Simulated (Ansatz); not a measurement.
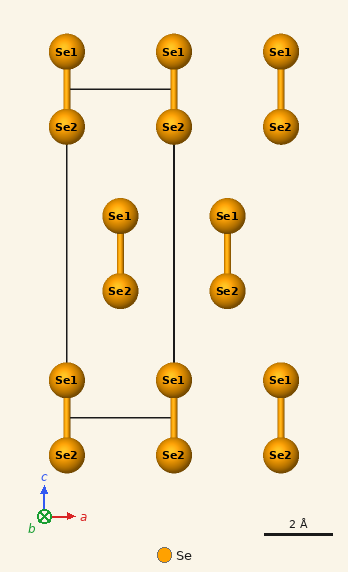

This is the input geometry for a relaxation of a crystal of Se (built on the iodine_64 type). Style: ball-and-stick. Shown: the conventional cell (2 times the calculation's cell), repeated 2 × 1 × 1 with one cell outlined, along the b axis. Lengths and directions refer to the drawn axes.

Case: iodine type (Cmce, No. 64).

These are results of Ansatz, DFT PBEsol, scalar-relativistic, plane waves, PAW, not measurements.

The input:
```yaml
crystal:
  lattice:
    - [-1.5776338428, 1.5776338428, 4.8415438925]
    - [1.5776338428, -1.5776338428, 4.8415438925]
    - [1.5776338428, 1.5776338428, -4.8415438925]
  atoms:
    - { symbol: Se, position: [0.1141516812, 0.1141516812, 0.0] }
    - { symbol: Se, position: [0.8858483188, 0.8858483188, 0.0] }
basis:
  ecutwfc: 420
kpoints:
  mp_grid: { grid: [24, 24, 24] }
hamiltonian:
  xc: pbesol
scf:
  occupations: { method: gaussian, width: 0.1 }
output:
  forces: true
  stress: true
  eigenvalues: true
relax:
  adjacent_minimum: "off"
  f_tol: 0.01
  max_steps: 80
  cell: { stress_tol: 0.05 }
```

Where does the relaxation end?

Answer. Over 6 accepted moves (7 points after the start) the energy falls by 9.2 meV per atom. Largest force component: 0.12 eV/Å at the start, 0.0012 eV/Å at the end. The pressure goes from 0.08 to −0.02 GPa. The SCF was repeated once at an unchanged geometry on a basis and grid sized afresh for the cell, which shifted the energy by 0.1 meV per atom at most. The largest moves relative to the cell, 0.010 Å, are those of Se1 and Se2. Se2 goes along −c. Cell: a = b 3.155 → 3.023 Å (−4.2 %), c 9.683 → 9.959 Å (+2.8 %). Volume −5.6 %. Among the contacts that change: Se1–Se2 2.211 → 2.294 Å. The space group stays I4/mmm (No. 139). The run took roughly 5 core-minutes on a shared host.

Step by step:

```
step  E − E(0), meV/atom  largest force component, eV/Å  pressure, GPa  volume, Å³/atom                      note
   0                0.00                         0.1153           0.08           24.101                          
   1               -3.65                         0.2320           0.49           23.895                          
   2               -5.58                         0.1463          -1.45           23.626                          
   3               -8.12                         0.1358          -0.77           22.954                          
   4               -8.99                         0.0833           0.18           22.862                          
   5               -9.27                         0.0123           0.04           22.677                          
   6               -9.28                         0.0012          -0.02           22.749                          
   7               -9.16                         0.0012          -0.02           22.749  same geometry, new basis
```

Final geometry:

```
Se
1.0
    -1.51140    1.51140    4.97943
     1.51140   -1.51140    4.97943
     1.51140    1.51140   -4.97943
Se
2
Cartesian
  0.0000 0.0000 1.1471
  1.5114 1.5114 3.8324
```

After the run, drawn alike:

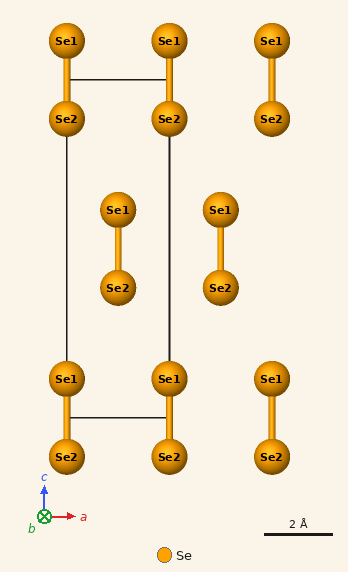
